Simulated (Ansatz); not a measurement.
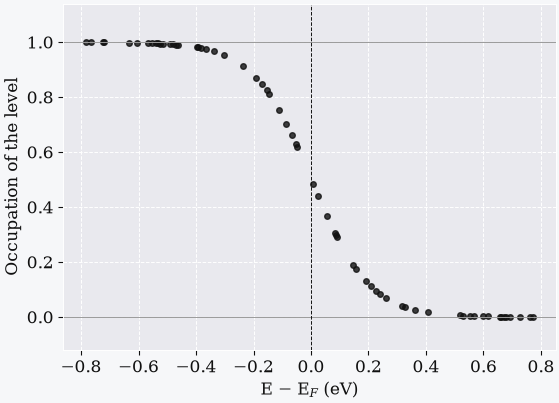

Occupations of the one-electron levels of the k mesh against their energy, from a run on HfH$_{3}$, space group Pm-3m (No. 221), 4 atoms in the cell, with Ansatz.

Q: Which smearing scheme was used (Fermi-Dirac, Gaussian, Methfessel-Paxton or cold), and about what width?

A: Fermi-Dirac smearing with a width of 0.1 eV. The occupations stay between 0 and 1 and have long exponential tails; the slope at the Fermi level is 1/(4 × width).
